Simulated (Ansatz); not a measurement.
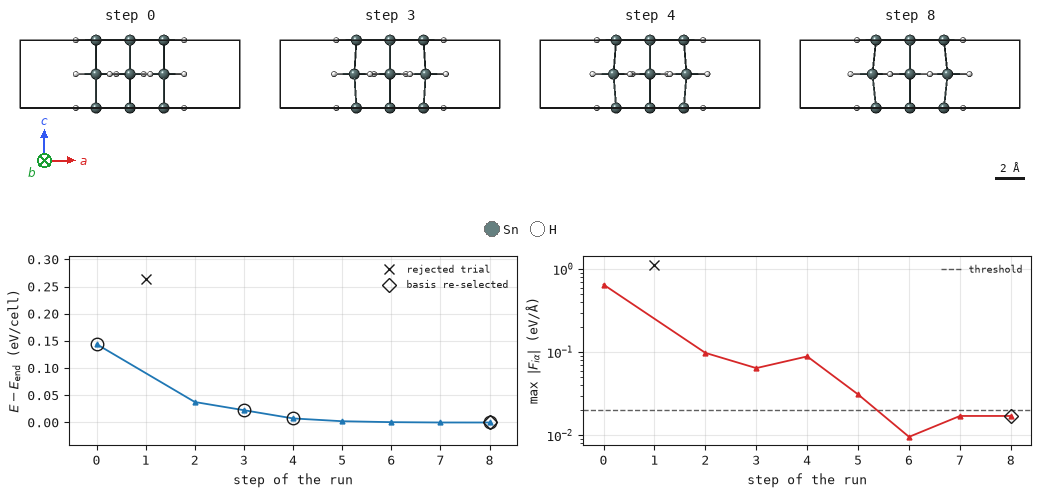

Frames of a relaxation of a wire of composition Sn3H4, marked on the history of the run. The picture is a ball-and-stick view of the cell of the calculation, with the vacuum cut short, seen along the b axis.

Case: wire along [1 1 0], 6 atoms a period, capped with H.

Method: DFT PBE, scalar-relativistic, plane waves, PAW (Ansatz 0.2.0). Set-up: plane-wave cutoff 420 eV; k-point mesh 1 × 1 × 12; occupations gaussian; smearing width 0.05 eV; no spin polarisation; cell relaxed at fixed a, b, alpha, beta, gamma; force threshold 0.02 eV/Å; at most 45 steps.

> What happens along the run?

Over 6 accepted moves (8 points after the start) the energy falls by 0.144 eV per cell of the calculation. The largest force component goes from 0.65 to 0.017 eV/Å. The line search rejected the trial step at point 1 of the run. The SCF was repeated once at an unchanged geometry on a basis and grid sized afresh for the cell, which shifted the energy by less than 0.05 meV per cell of the calculation at most. The largest moves relative to the centre of the atoms, 0.44 Å, are those of H atoms. By element the largest moves are H 0.44 Å, Sn 0.27 Å. The cell stays as it was. Near-neighbour distances that change, for instance: Sn–Sn 2.882 → 2.829 Å, H–Sn 1.720 → 1.738 Å. Bond angles that change, for instance: Sn–Sn–H 109.5° → 105.6°, Sn–Sn–Sn 109.5° → 112.5°, H–Sn–H 109.5° → 106.5°. The run took 69 s on 4 threads of Intel(R) Xeon(R) 6975P-C (Granite Rapids), with other jobs on the host, peak memory 2.1 GiB. From step 0 to 3: H atoms move most (0.16 Å), energy −0.122 eV per cell of the calculation. From step 3 to 4: H atoms move most (0.13 Å), energy −15.1 meV per cell of the calculation. From step 4 to 8: H atoms move most (0.19 Å), energy −7.5 meV per cell of the calculation.
